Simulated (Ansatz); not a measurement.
BaHfO₃

Input file:

```
crystal:
  lattice:
    - [4.1576436681, 0.0, 0.0]
    - [0.0, 4.1576436681, 0.0]
    - [0.0, 0.0, 4.1576436681]
  atoms:
    - { symbol: Ba, position: [0.0, 0.0, 0.0] }
    - { symbol: Hf, position: [0.5, 0.5, 0.5] }
    - { symbol: O, position: [0.5, 0.5, 0.0] }
    - { symbol: O, position: [0.5, 0.0, 0.5] }
    - { symbol: O, position: [0.0, 0.5, 0.5] }
kpoints:
  mp_grid: { grid: [6, 6, 6] }
hamiltonian:
  xc: r2scan
  dispersion: rvv10
scf:
  occupations: { method: fermi_dirac, width: 0.03 }
relax:
  f_tol: 0.01
  cell: {}
  max_steps: 120
output:
  write_density: true
  write_potential: true
  elf: true
  volumetric_format: npy
```

Launched as:

```sh
ansatz run input.yaml --threads 2 --pin off --max-ram 29491MiB --backend cpu --events-out ev --progress --plain --runs-dir out
```

Below, planes, directions and counts refer to the conventional cell (a = 4.17 Å, b = 4.17 Å, c = 4.17 Å, α = 90.00°, β = 90.00°, γ = 90.00°).

The fields are those of the relaxed geometry.

Space group Pm-3m; started from the cubic perovskite prototype, which need not be the ambient phase.

Theory: DFT, r2SCAN+rVV10, plane waves, PAW (Ansatz 0.2.0).

Question: What will maps of the valence pseudo-density and electron localisation function show?

Answer: Hf–O (2.08 Å): ρ at the midpoint is about 0.76 e/Å³; the ELF peaks at about 0.85 in the valence shell of O, 0.6 Å from its nucleus, and drops to about 0.15 between the two atoms: no shared electron pair shows on this line.
Ba–O (2.95 Å): ρ is about 0.15 e/Å³ halfway; the ELF is about 0.10 at the midpoint (an ionic contact with no shared pair).

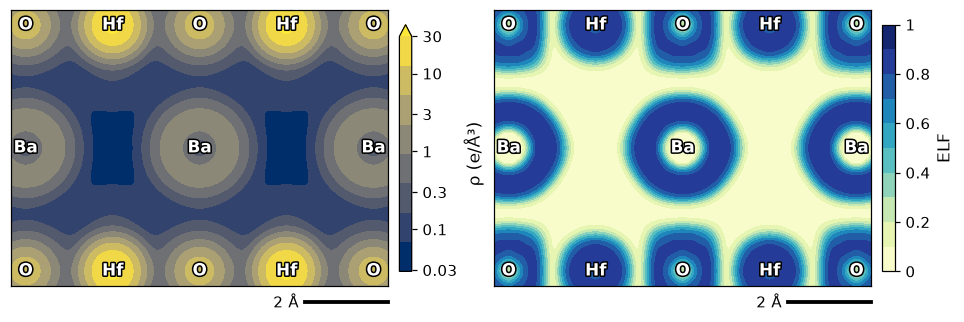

Computed valence pseudo-density and electron localisation function on the (101) plane of the conventional cell, in this order. 

In a PAW calculation such maps are meaningful between the atoms, not at the nuclei.
